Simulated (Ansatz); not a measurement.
System: TiAl₃.

```
Ti Al
1.0
     3.84535   -3.84535    0.00000
     0.00000    0.00000    8.62281
    -3.84535   -3.84535    0.00000
Ti Al
4 12
Direct
  0.00000 0.00000 0.99202
  0.50000 0.50000 0.99202
  0.50000 0.00000 0.49202
  0.00000 0.50000 0.49202
  0.50000 0.00000 0.99208
  0.00000 0.50000 0.99208
  0.00000 0.00000 0.49208
  0.50000 0.50000 0.49208
  0.75000 0.25000 0.76103
  0.25000 0.75000 0.76103
  0.25000 0.25000 0.26103
  0.75000 0.75000 0.26103
  0.25000 0.25000 0.76103
  0.75000 0.75000 0.76103
  0.75000 0.25000 0.26103
  0.25000 0.75000 0.26103
```

Space group Fmm2; a structure from a database of computed crystals, not necessarily the ambient phase; not relaxed (largest force 0.4 eV/Å); computed without spin polarisation.

Method: DFT PBE, scalar-relativistic, plane waves, PAW in Ansatz 0.2.0.

**What can the converged valence pseudo-density and electron localisation function tell about the bonding?**

Ti–Al (2.72 Å): ρ is about 0.23 e/Å³ halfway; the ELF is about 0.40 at the midpoint.
Al–Al (2.72 Å): ρ is about 0.23 e/Å³ halfway; the ELF peaks at about 0.70 between the atoms.
Ti–Al (2.84 Å): ρ at the midpoint is about 0.21 e/Å³; the ELF is about 0.40 at the midpoint.
Al–Al (2.84 Å): ρ is about 0.21 e/Å³ halfway; the ELF peaks at about 0.65 between the atoms.

**Does the calculation give a band gap?**

It is metallic or semimetallic at this level of theory: no gap opens.

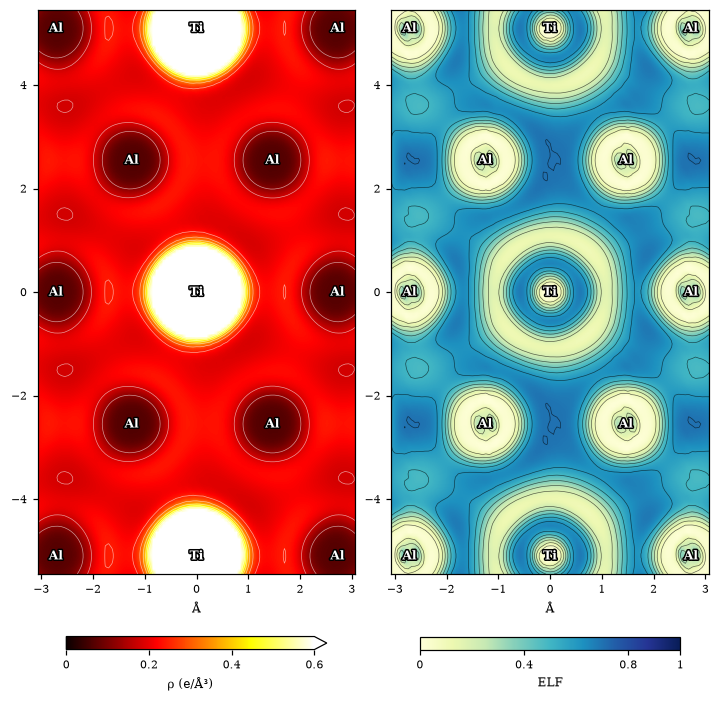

Computed valence pseudo-density and electron localisation function on the (110) plane of the conventional cell, in this order. 

In a PAW calculation such maps are meaningful between the atoms, not at the nuclei.
